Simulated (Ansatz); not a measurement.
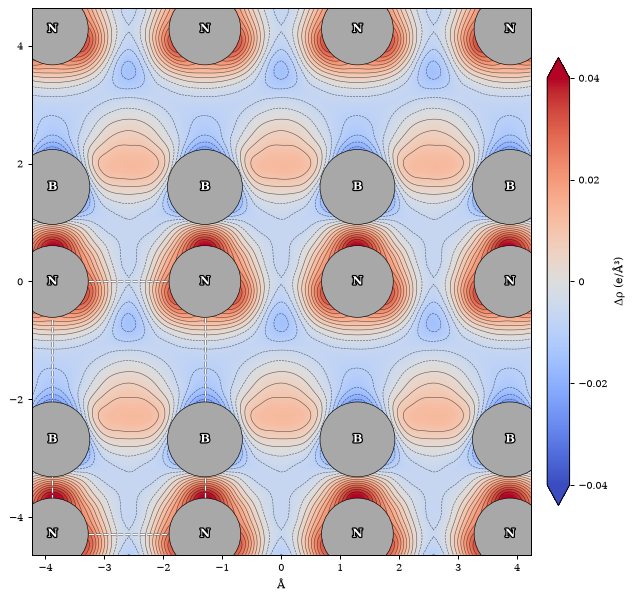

BN. Difference of the valence pseudo-densities of two functionals at the same geometry, on the (100) plane of the calculation cell: r2SCAN less PBEsol.

Both computed with Ansatz (plane waves, PAW), on the same k-point mesh. Grey discs cover the atomic cores.

Q: What does the difference map show?

A: Against PBEsol, r2SCAN gives more density around N (+0.018 e/Å³ on average at 0.8 Å from the nucleus), less density in the space between the atoms (−0.006 e/Å³ on average) and a change of +0.028 e/Å³ at the midpoint of B–N.
